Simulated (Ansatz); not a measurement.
# Hf: 5 runs along one coordinate

System: Hf (1 atom in the cell).
Method: DFT PBE, scalar-relativistic, plane waves, PAW, no spin polarisation (Ansatz 0.2.0).

The 5 runs differ only in the geometry, by a strain of the cell at fixed fractional positions. Against run 3, the strain is εzz = η. The structure derives from an entry of the Crystallography Open Database.

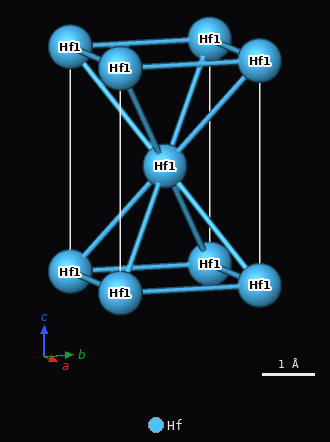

Figure 1. The structure of run 3 (ball-and-stick view of the cell 2 times as large as that of the calculation, set on its symmetry axes, seen slightly off an axis; atoms are numbered from 1 in the order of the input).

### Input of run 3
```yaml
crystal:
  lattice:
    - [0.0, 2.0424, 2.22]
    - [2.0424, 0.0, 2.22]
    - [2.0424, 2.0424, 0.0]
  atoms:
    - { symbol: Hf, position: [0.0, 0.0, 0.0] }
basis:
  ecutwfc: 420
kpoints:
  mp_grid: { grid: [18, 18, 18] }
hamiltonian:
  xc: pbe
scf:
  occupations: { method: gaussian, width: 0.15 }
output:
  forces: true
  stress: true
  eigenvalues: true
```

Lattice vectors (Å) and fractional positions of run 3:
```
   0.000000    2.042400    2.220000
   2.042400    0.000000    2.220000
   2.042400    2.042400    0.000000
Hf  0.000000  0.000000  0.000000
```

Run 2 differs from it as follows:
```diff
-    - [0.0, 2.0424, 2.22]
-    - [2.0424, 0.0, 2.22]
+    - [0.0, 2.0424, 2.1312]
+    - [2.0424, 0.0, 2.1312]
```

### Results, with one run withheld

| run | strain parameter η (%) | free energy per atom, from the lowest run given (meV) | pressure (GPa) |
| --- | --- | --- | --- |
| 1 | −8.0000 | 469.73 | 45.69 |
| 2 | −4.0000 | ? | ? |
| 3 | 0.0000 | 149.96 | 27.58 |
| 4 | 4.0000 | 56.58 | 20.46 |
| 5 | 8.0000 | 0.00 | 14.45 |

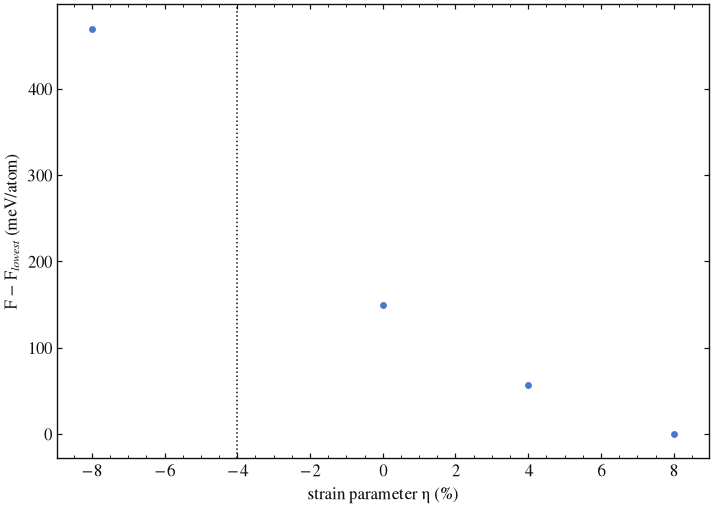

Figure 2. Free energy per atom of the runs given; the dotted line marks run 2.

Fit the runs given and predict run 2.

A quadratic polynomial in the coordinate, fitted to the 4 runs given, misses them by at most 1.64 meV per atom. With x = η − 1.0000, it reads F = 123.2 − 26.686 x + 1.3106 x² (meV per atom). At run 2 it gives 289.39 meV per atom, and the run itself gives 285.30. The fit has no minimum inside this range. So low a polynomial doesn't follow these energies more closely.

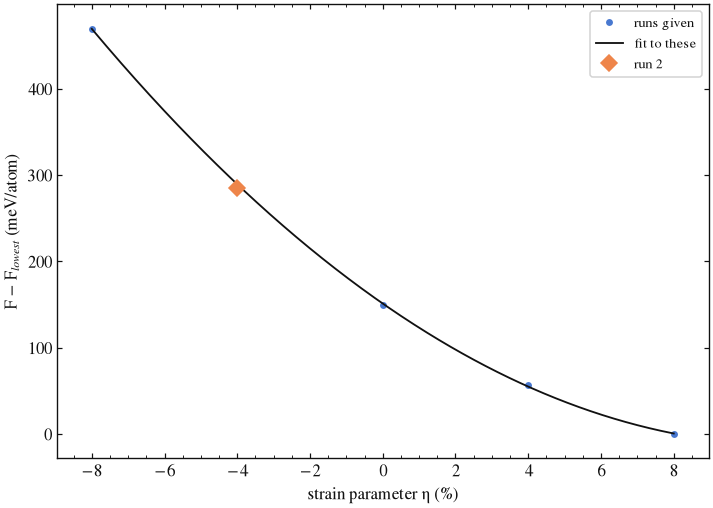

Figure 3. The fit and the withheld run.

### Output, shortened to warnings, some set-up lines, iterations and results (run 2)
```
Basis set: ecut = 420 eV, 331 PW (Γ), exchange–correlation on 40×40×40 points (8 copies of the dense FFT grid, shifted against one another)
Symmetry: 16 space group operations
k-points: 480 of 5832
Initial density: superposition of atomic densities (neutral atoms: chi_scale 0, normalization atom), corrected by the library's trained network
[...]
SCF iter   1: F=—  HF=-15720.845526 eV  |F-HF|=—  |Δ(HF+E_count)|=         —  Δρ=2.54e-3  dr2=3.13e-4  ethr=1.77e-3  ⟨swp⟩=5.4  Hψ=37477  notcnv=0
SCF iter   2: F=—  HF=-15720.845302 eV  |F-HF|=—  |Δ(HF+E_count)|=   2.24e-4  Δρ=1.52e-3  dr2=1.29e-4  ethr=1.20e-6  ⟨swp⟩=2.5  Hψ=19389  notcnv=0
SCF iter   3: F=—  HF=-15720.845328 eV  |F-HF|=—  |Δ(HF+E_count)|=   2.56e-5  Δρ=5.51e-4  dr2=2.14e-5  ethr=4.95e-7  ⟨swp⟩=2.0  Hψ=13924  notcnv=0
SCF iter   4: F=—  HF=-15720.845325 eV  |F-HF|=—  |Δ(HF+E_count)|=   2.63e-6  Δρ=7.03e-5  dr2=2.57e-7  ethr=8.22e-8  ⟨swp⟩=2.0  Hψ=14425  notcnv=0
SCF iter   5: F=—  HF=-15720.845324 eV  |F-HF|=—  |Δ(HF+E_count)|=   1.18e-6  Δρ=3.69e-5  dr2=5.63e-8  ethr=9.87e-10  ⟨swp⟩=3.4  Hψ=16789  notcnv=0
SCF iter   6: F=-15720.845323 eV  HF=-15720.845323 eV  |F-HF|=2.66e-8  |Δ(HF+E_count)|=   3.54e-7  Δρ=2.40e-6  dr2=4.11e-10  ethr=2.16e-10  ⟨swp⟩=7.0  Hψ=42610  notcnv=0
SCF 1 converged in 6 iterations: F = -15720.845323 eV  dr2 = 4.11e-10
SCF converged after 6 iterations
Free energy (F): -15720.845323 eV
Harris-Foulkes:  -15720.845323 eV  (|F-HF|=2.66e-8)
Internal energy: -15720.833379 eV  (E = F + TS)
E sigma→0 (E₀):  -15720.839351 eV
Entropy (-TS):   -0.011944 eV (-11.944 meV/atom)
Fermi energy:    25.317746 eV
--- Per-component energies (eV) ---
  E_band       = 190.982993
  E_kinetic    = 434.924783
  E_local      = -4439.464566  (includes V_loc(G=0)·N_el)
  E_nonlocal   = -1243.161427
  E_hartree    = 2146.813253
  E_xc         = -303.849000
  E_vxc        = -271.172752  (∫ρ·V_xc dr)
  E_paw        = -6930.330947  (= ΣΔE_a)
  E_vpaw       = 1416.229400  (= ΣTr[D̂ρ^β])
  E_aug_tail   = -0.000001  (compensation charges beyond the density's cutoff)
  E_ewald      = -5385.765473
  E_smearing   = -0.011944  (= −TS)
  E_closure    = 0.000000  (closes the sum)
  Σ components = -15720.845323   (vs F -15720.845323, Δ=0.00e0)
--- Forces (eV/Å), atoms counted from 1 ---
  atom   1  Hf    -0.00000000     0.00000000     0.00000000
  max |Σ_I F_I| component: 1.97e-31 eV/Å
--- Stress (GPa, compression-positive) ---
       36.735868       0.000000       0.000000
        0.000000      36.735868       0.000000
        0.000000       0.000000      34.257210
  P = ⅓ Tr σ = 35.9096 GPa (359.096 kbar)
```

Notes: Spin–orbit coupling is left out, which matters for Hf.
